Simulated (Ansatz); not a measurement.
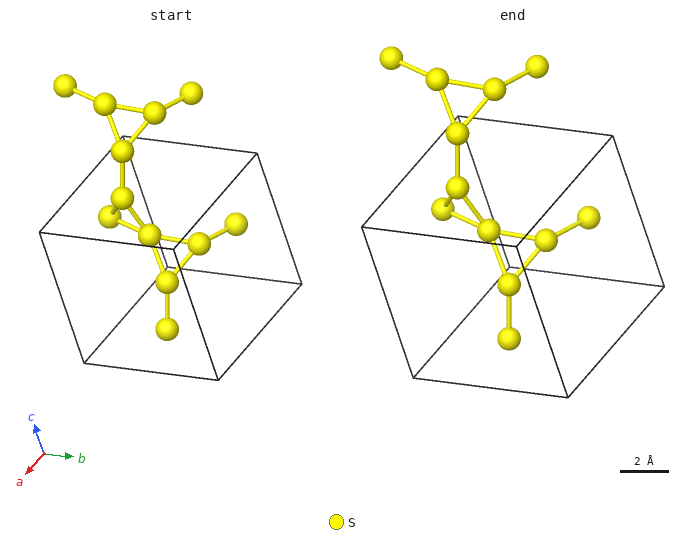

The structure of crystalline S (a generated structure, set up in I4_132) (coarse preliminary run) before (left) and after (right) a relaxation, at one scale.

The picture is a ball-and-stick view of the cell of the calculation, repeated 1 × 1 × 2 with one cell outlined, seen from a free direction.

Theory: Ansatz, DFT PBE, scalar-relativistic, plane waves, PAW.

The input:
```yaml
crystal:
  lattice:
    - [-3.42928564, 3.42928564, 3.42928564]
    - [3.42928564, -3.42928564, 3.42928564]
    - [3.42928564, 3.42928564, -3.42928564]
  atoms:
    - { symbol: S, position: [0.625, 0.25, 0.875] }
    - { symbol: S, position: [0.875, 0.625, 0.25] }
    - { symbol: S, position: [0.75, 0.625, 0.875] }
    - { symbol: S, position: [0.25, 0.875, 0.625] }
    - { symbol: S, position: [0.875, 0.75, 0.625] }
    - { symbol: S, position: [0.625, 0.875, 0.75] }
basis:
  ecutwfc: 420
kpoints:
  mp_grid: { grid: [4, 4, 4] }
hamiltonian:
  xc: pbe
scf:
  occupations: { method: gaussian, width: 0.1 }
  lower_state_search: "off"
output:
  forces: true
  stress: true
  eigenvalues: true
relax:
  adjacent_minimum: "off"
  f_tol: 0.04
  max_steps: 70
  cell: { stress_tol: 0.4 }
```

Run as
```bash
ansatz run input.yaml --threads 1 --pin off --max-ram 2560MiB --backend cpu --events-out ev --progress --plain --runs-dir out
```

**Summarise the run.**

Over 4 accepted moves (5 points after the start) the energy falls by 5.388 eV per cell of the calculation. All forces vanish by symmetry, so only the cell relaxes. The pressure goes from 27.24 to 0.17 GPa. At 1 point the geometry stayed and the basis and grid were re-selected for the new cell (energy shift of 45.1 meV per cell of the calculation at most each time). No atom moves by more than 0.005 Å relative to the cell. The drawn cell changes as follows: a = b = c 5.940 → 6.850 Å (+15.3 %); the volume changes by +53.4 %. Some distances before and after: S1–S2 2.100 → 2.422 Å. The space group stays I4_132 (No. 214).
